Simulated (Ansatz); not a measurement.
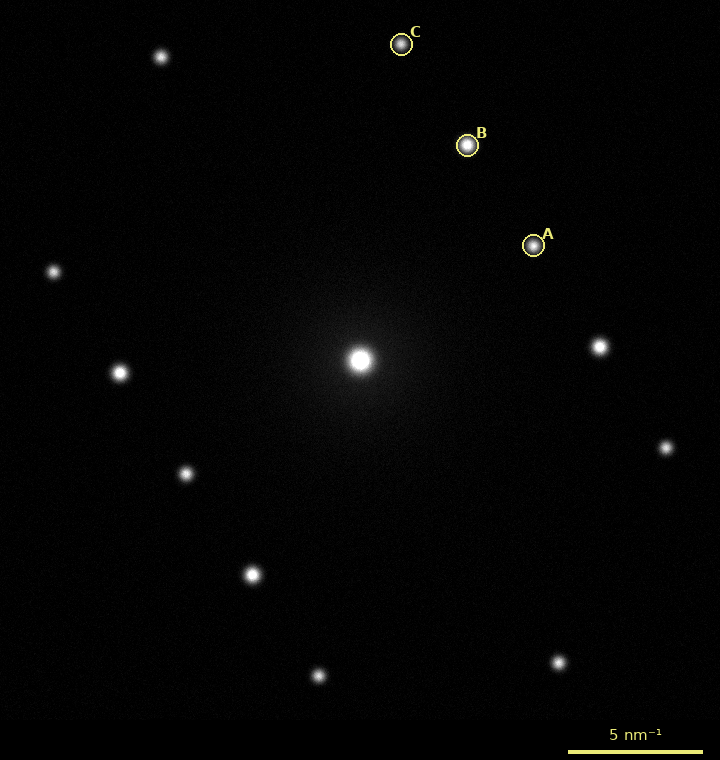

Kinematic zone-axis pattern, calculated for 100 keV electrons with B = 0.5 Å². The zone axis points towards the electron source and the pattern is seen from the source side.

C, space group P6/mmm (No. 191), a = 6.74 Å, c = 1.28 Å (hexagonal axes). Structure: the end point of a relaxation with DFT, BLYP, plane waves (420 eV) with PAW, scalar-relativistic (Ansatz); the starting structure was generated, so it need not be a known form of this composition.

```
C
1.0
     6.74445    0.00000    0.00000
    -3.37223    5.84087    0.00000
     0.00000    0.00000    1.28361
C
3
Direct
  0.00000 0.00000 0.00000
  0.33333 0.66667 0.50000
  0.66667 0.33333 0.50000
```

Spot A is indexed 0 0 -1 and spot B -1 3 -1.

### Index the other marked spot.

C = −A + 2B = -2 6 -1 (d = 0.837 Å).

### Give [uvw].

The cross product of A and B is parallel to [310]; every spot obeys hu + kv + lw = 0.

### What are the spacings of A and B and the angle between them?

d(A) = 1.284 Å, d(B) = 1.110 Å, and the angle is 30.2°.
